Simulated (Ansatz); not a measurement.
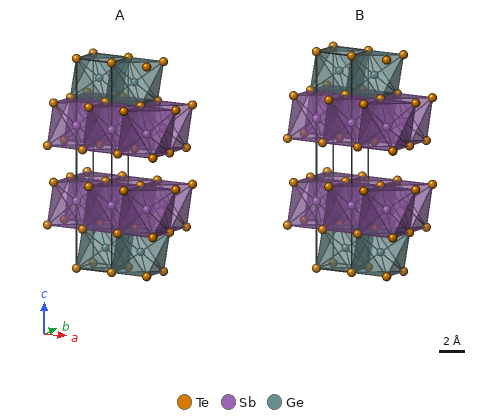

Two geometries of a crystal of Ge2Sb2Te5 (set up in P-3m1), drawn at one scale. One is the start of a relaxation, the other its converged end. A polyhedral model of the cell of the calculation, repeated 2 × 1 × 1 with one cell outlined, seen slightly off an axis.

Theory: Kohn-Sham DFT of a periodic cell, PBE, Ansatz PAW (Ansatz). Settings: plane-wave cutoff 420 eV; k-point mesh 7 × 7 × 2; occupations fermi-dirac; smearing width 0.05 eV; no spin polarisation; cell and atoms relaxed; force threshold 0.01 eV/Å; at most 40 steps.

**Which geometry has the lower energy?**

Structure B is the relaxed one. The run lets cell and atoms move. The largest moves relative to the cell, 0.25 Å, are those of Te atoms. Largest moves by element: Te 0.25 Å, Sb 0.19 Å, Ge 0.08 Å. The drawn cell changes as follows: a = b 4.294 → 4.292 Å (0.0 %), c 17.101 → 17.665 Å (+3.3 %); the volume changes by +3.2 %. Among the contacts that change: Ge–Te 3.040 → 3.025 Å, Sb–Te 3.202 → 3.209 Å. The space group stays P-3m1 (No. 164). After 5 accepted moves (6 points after the start) the energy has fallen by 4.2 meV per atom. The largest force component goes from 0.091 to 0.0023 eV/Å. Pressure: 0.32 GPa at the start and 0.01 GPa at the end. At 1 point the geometry stayed and the basis and grid were re-selected for the new cell (energy shift of 0.2 meV per atom at most each time). Cost: 80 s on 4 threads of Arm Neoverse N1, on a shared host, peak memory 1 GiB.

Limits of the set-up: layers or molecules are held without a dispersion correction, so their spacing is unreliable.
